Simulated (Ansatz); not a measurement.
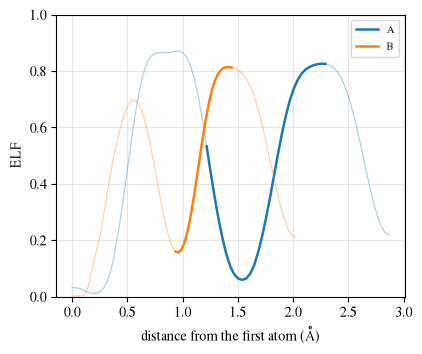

Figure 1: BaTiO₃. Electron localisation function along straight lines between neighbouring atoms. Thin, pale parts lie inside the atomic spheres.

Space group Pm-3m; computed pressure about −7 GPa in this cell; computed without spin polarisation.

These are results of Ansatz, DFT, PAW plane waves, r2SCAN, not measurements.

In a PAW calculation such maps are meaningful between the atoms, not at the nuclei.

```xyz
10
Lattice="-4.0522 0.0000 -4.0522 0.0000 -4.0522 0.0000 -4.0522 0.0000 4.0522" Properties=species:S:1:pos:R:3 pbc="T T T"
Ba    0.0000    0.0000    0.0000
Ba   -4.0522    0.0000    0.0000
Ti   -2.0261   -2.0261    2.0261
Ti   -2.0261   -2.0261   -2.0261
O    -4.0522   -2.0261   -2.0261
O    -4.0522   -2.0261    2.0261
O    -2.0261    0.0000    2.0261
O    -2.0261    0.0000   -2.0261
O    -6.0784   -2.0261    0.0000
O    -2.0261   -2.0261    0.0000
```

> Which curve belongs to which contact (Ba–O and Ti–O)? The first atom named is at distance zero.

Curve A: Ba–O (2.87 Å): the ELF is about 0.10 at the midpoint (an ionic contact with no shared pair). Curve B: Ti–O (2.03 Å): the ELF peaks at about 0.80 in the valence shell of O, 0.6 Å from its nucleus, and is about 0.20 at the midpoint (no shared electron pair shows on this line).
